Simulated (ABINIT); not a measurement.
**Projected density-of-states run, with input and output: Bi (part 5 of 5)**

The same run, continued: Bi (slab, 4 atoms in the cell); Kohn-Sham DFT of a periodic cell, RPBE, JTH PAW PBE v2.0, no spin polarisation (ABINIT 10.8.3); cutoff 598.65 eV, 7×7×1 k-mesh, fermi-dirac of 0.05 eV. The structure derives from an entry of the Crystallography Open Database.

Geometry of the input (Å; fractional positions):
```
4.5390  0.0000  0.0000
-2.2695  3.9309  0.0000
0.0000  0.0000  32.7435
Bi 0.6667  0.3333  0.2291
Bi 0.3333  0.6667  0.4097
Bi 0.6667  0.3333  0.5903
Bi 0.3333  0.6667  0.7709
```

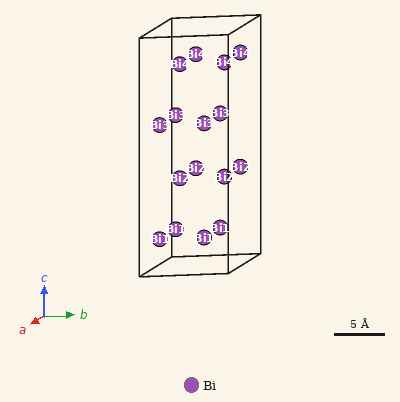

**Figure 1.** The structure as given in the input (spheres-only view of the 2 × 2 repeat of the cell, with the vacuum cut short, seen slightly off an axis; atoms are numbered from 1 in the order of the input). An atom can appear more than once, as a periodic image.

**Output, continued**
```
  -2.89860   -2.89115   -2.88214   -2.87517   -2.44909   -2.44253   -2.43382   -2.42657
  -1.76870   -1.74832   -1.72736   -1.71393    3.41516    3.49487    3.59508    3.79150
 Total charge density [el/Bohr^3]
)     Maximum=    1.6057E+00  at reduced coord.    0.3333    0.6667    0.7707
)Next maximum=    1.6057E+00  at reduced coord.    0.6667    0.3333    0.2293
)     Minimum=    0.0000E+00  at reduced coord.    0.0000    0.0000    0.0000
)Next minimum=    0.0000E+00  at reduced coord.    0.0185    0.0000    0.0000
   Integrated=    6.0000E+01

--- !EnergyTerms
iteration_state     : {dtset: 2, }
comment             : Components of total free energy in Hartree
kinetic             :  1.80047320557852E+01
hartree             :  2.86909722941543E+02
xc                  : -9.63325843830158E+00
Ewald energy        :  2.54685997776455E+01
psp_core            :  1.70232432185537E+00
local_psp           : -6.90388703013327E+02
PAW spherical_terms :  7.98583214504125E+01
internal            : -2.88078260904387E+02
'-kT*entropy'       : -5.44881969835750E-03
total_energy        : -2.88083709724086E+02
total_energy_eV     : -7.83915709647717E+03
...

--- !EnergyTermsDC
iteration_state     : {dtset: 2, }
comment             : '"Double-counting" decomposition of free energy'
band_energy         : -4.12000335820218E+01
Ewald energy        :  2.54685997776455E+01
psp_core            :  1.70232432185537E+00
xc_dc               : -2.85899312974634E+02
PAW spherical_terms :  1.18449923756698E+01
internal            : -2.88083430081485E+02
'-kT*entropy'       : -5.44881969835750E-03
total_energy_dc     : -2.88088878901183E+02
total_energy_dc_eV  : -7.83929775695174E+03
...

--- !EnergyTermsWithPAWCore
iteration_state     : {dtset: 2, }
comment             : 'Components of total free energy, including PAW core contributions'
Total energy        : -8.61256478229922E+04
Total energy DC     : -8.61256529921693E+04
Total energy (eV)   : -2.34359826859677E+06
Total energy DC (eV): -2.34359840925725E+06
...

== END DATASET(S) ==============================================================
================================================================================

 -outvars: echo values of variables after computation  --------
            acell      1.0000000000E+00  1.0000000000E+00  1.0000000000E+00 Bohr
           etotal1    -2.8809191761E+02
           etotal2    -2.8809191761E+02
            fcart1    -1.4715036300E-30 -4.6726515930E-30  3.2771910361E-04
                       8.7581154020E-47  2.9735055592E-30 -1.6364765316E-06
                       8.7581154020E-47  1.4159550282E-31  1.6364765316E-06
                       1.4715036300E-30  1.5575505310E-30 -3.2771910361E-04
            rprim      8.5774674461E+00  0.0000000000E+00  0.0000000000E+00
                      -4.2887337229E+00  7.4283047085E+00  0.0000000000E+00
                       0.0000000000E+00  0.0000000000E+00  6.1876247362E+01
           strten1     1.0878509154E-04  1.0878509153E-04  3.0120432338E-06
                       0.0000000000E+00  0.0000000000E+00 -1.0915867806E-14
           xangst      2.2695001484E+00  1.3102965216E+00  7.4999999947E+00
                       5.2917249775E-11  2.6205930431E+00  1.3414499990E+01
                       2.2695001484E+00  1.3102965216E+00  1.9328999988E+01
                       5.2917249775E-11  2.6205930431E+00  2.5243499983E+01
             xred      6.6666666667E-01  3.3333333333E-01  2.2905309450E-01
                       3.3333333333E-01  6.6666666667E-01  4.0968436480E-01
                       6.6666666667E-01  3.3333333333E-01  5.9031563520E-01
                       3.3333333333E-01  6.6666666667E-01  7.7094690550E-01
 Calculation completed.
```

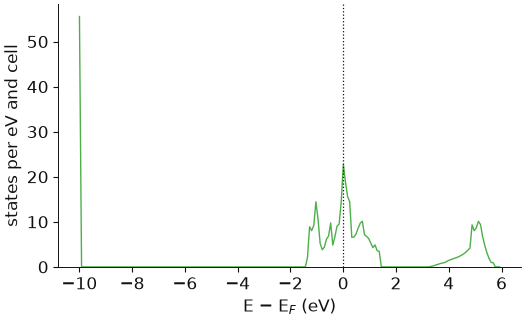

**Figure 2.** Density of states from the levels on the mesh of the run, whose fine structure reflects that mesh, with energies from the Fermi level of the run. At the top of the window the curve may fall because the computed bands end.

**Results in brief**

```tsv
quantity	value
outcome	converged
electrons treated	60
free energy	−7839.3804 eV
Fermi energy	−1.956 eV
gap on the k-point mesh	none (metallic)
largest force (length of the vector)	0.017 eV/Å
wall time	9.2 min (CPU time 37 min)
peak memory	3 GiB
```

Spin–orbit coupling is left out, which matters for Bi.
